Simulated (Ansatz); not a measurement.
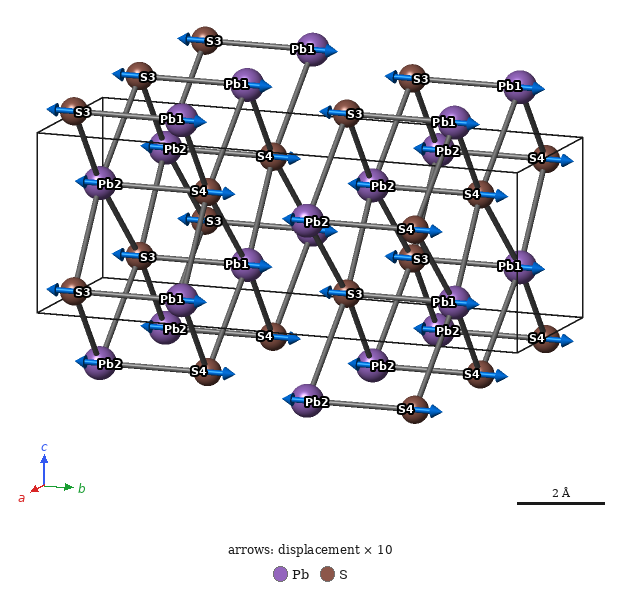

A relaxation of a crystal of PbS (set up in Cmcm). The starting structure is drawn; blue arrows show the displacements (the part carried along by the change of the cell is left out), 10 times their true length.

A ball-and-stick model of the conventional cell (2 times the calculation's cell), seen slightly off an axis. Lengths and directions refer to the drawn axes.

The run lets cell and atoms move.

The calculation used Kohn-Sham DFT of a periodic cell, PBEsol with D4, Ansatz PAW (Ansatz 0.2.0).

Input file:
```yaml
crystal:
  lattice:
    - [2.079952695, -5.991296865, 0.0]
    - [2.079952695, 5.991296865, 0.0]
    - [0.0, 0.0, 4.27932094]
  atoms:
    - { symbol: Pb, position: [0.13056335, 0.86943665, 0.25] }
    - { symbol: Pb, position: [0.86943665, 0.13056335, 0.75] }
    - { symbol: S, position: [0.35479709, 0.64520291, 0.25] }
    - { symbol: S, position: [0.64520291, 0.35479709, 0.75] }
hamiltonian:
  xc: pbesol
  pseudopotentials: { kind: paw }
  dispersion: d4
kpoints:
  mp_grid: { grid: [7, 7, 6] }
scf:
  occupations: { method: fermi_dirac, width: 0.05 }
output:
  forces: true
  stress: true
  eigenvalues: true
relax:
  f_tol: 0.01
  max_steps: 40
  cell: { stress_tol: 0.05 }
```

Command:
```bash
ansatz run input.yaml --threads 2 --pin off --max-ram 5632MiB --backend cpu --events-out ev --progress --plain --runs-dir out
```

**What did the optimiser do to the structure, and how much energy did it gain?**

The largest moves relative to the cell, 0.070 Å, are those of S3 and S4. S4 goes along +b. By element the largest moves are S 0.070 Å, Pb 0.063 Å. The volume changes by −8.7 %, with a 4.160 → 4.059 Å (−2.4 %), b 11.983 → 11.374 Å (−5.1 %), c 4.279 → 4.217 Å (−1.5 %). Some distances before and after: Pb1–S4 2.989 → 2.931 Å. The space group stays Cmcm (No. 63). The energy falls by 97.7 meV per cell of the calculation in 5 accepted moves (6 points after the start). Largest force component: 0.034 eV/Å at the start, 0.0004 eV/Å at the end. Pressure: −3.01 GPa at the start and 0.00 GPa at the end. The SCF was repeated once at an unchanged geometry on a basis and grid sized afresh for the cell, which shifted the energy by 0.7 meV per cell of the calculation at most.
